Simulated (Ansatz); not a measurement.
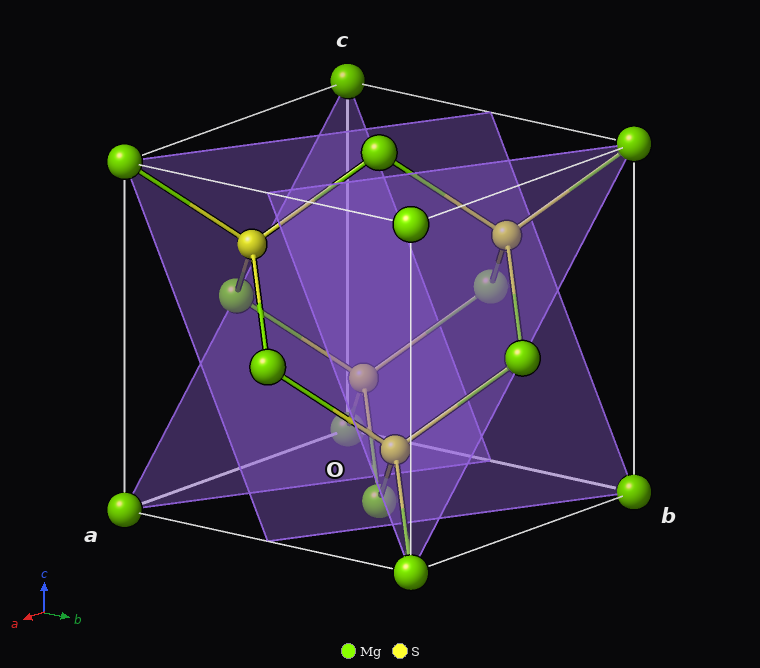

For MgS, the geometry relaxed with DFT PBEsol, scalar-relativistic, plane waves, PAW (Ansatz 0.2.0): every member of one family of equally spaced planes, hx + ky + lz = a whole number, that cuts the unit cell is shaded (one member passes through the origin O, touching the cell only at an edge or corner). Geometry calculated from the standardised cell; symmetry tolerance 0.002 Å.

a = 5.652 Å, b = 5.652 Å, c = 5.652 Å, α = 90.00°, β = 90.00°, γ = 90.00°.

> What are the Miller indices?

(1 2 1); the opposite sign names the same planes. The member next to the origin meets the axes a at 1, b at 1/2, c at 1.

> What is the spacing?

d = 2.307 Å.

> Which atoms of the cell lie in these planes (within 0.03 Å)?

2 of the 4 Mg, 2 of the 4 S.
